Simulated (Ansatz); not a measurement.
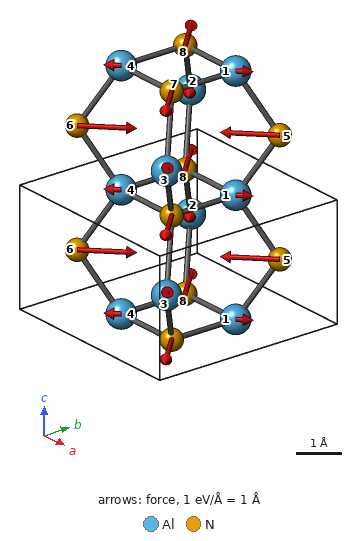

Starting geometry of solid AlN (a generated structure, set up in P4_2/mnm) (coarse preliminary run) with the computed forces as red arrows. A ball-and-stick model of the cell of the calculation, repeated 1 × 1 × 2 with one cell outlined, seen from a free direction.

Theory: DFT PBE, scalar-relativistic, plane waves, PAW (Ansatz 0.2.0).

Input file:
```yaml
crystal:
  lattice:
    - [5.05710066, 0.0, 0.0]
    - [0.0, 5.05710066, 0.0]
    - [0.0, 0.0, 3.03515683]
  atoms:
    - { symbol: Al, position: [0.68049857, 0.68049857, 0.0] }
    - { symbol: Al, position: [0.18049857, 0.81950143, 0.5] }
    - { symbol: Al, position: [0.81950143, 0.18049857, 0.5] }
    - { symbol: Al, position: [0.31950143, 0.31950143, 0.0] }
    - { symbol: "N", position: [0.81950143, 0.81950143, 0.5] }
    - { symbol: "N", position: [0.18049857, 0.18049857, 0.5] }
    - { symbol: "N", position: [0.68049857, 0.31950143, 0.0] }
    - { symbol: "N", position: [0.31950143, 0.68049857, 0.0] }
basis:
  ecutwfc: 420
kpoints:
  mp_grid: { grid: [4, 4, 6] }
hamiltonian:
  xc: pbe
scf:
  occupations: { method: gaussian, width: 0.1 }
  lower_state_search: "off"
output:
  forces: true
  stress: true
  eigenvalues: true
relax:
  adjacent_minimum: "off"
  f_tol: 0.04
  max_steps: 70
  cell: { stress_tol: 0.4 }
```

Launched with:
```bash
ansatz run input.yaml --threads 1 --pin off --max-ram 2048MiB --backend cpu --events-out ev --progress --plain --runs-dir out
```

Question: Is this structure relaxed? If not, where do the atoms go?

Answer: It isn't relaxed: the largest force vector, on N atoms, is 1.36 eV/Å. The final displacements follow the starting forces only in part (cosine between the two patterns 0.54). After 5 accepted moves (7 points after the start) the energy has fallen by 133 meV per atom. Largest force component: 0.96 eV/Å at the start, 0.0023 eV/Å at the end. Pressure: 31.50 GPa at the start and 0.07 GPa at the end. The SCF was repeated twice at an unchanged geometry on a basis and grid sized afresh for the cell, which shifted the energy by 8.1 meV per atom at most. The largest moves relative to the cell, 0.031 Å, are those of N5, N6, N7 and N8. N7 goes along [1 −1 0]. Largest moves by element: N 0.031 Å, Al 0.027 Å. The volume changes by +14.2 %, with a = b 5.057 → 5.329 Å (+5.4 %), c 3.035 → 3.122 Å (+2.9 %). Some distances before and after: Al1–N7 1.826 → 1.927 Å, Al1–N5 1.814 → 1.877 Å. Bond angles that change, for instance: N5–Al3–N6 90.0° → 92.4°, Al2–N6–Al3 90.0° → 87.6°. The space group stays P4_2/mnm (No. 136).
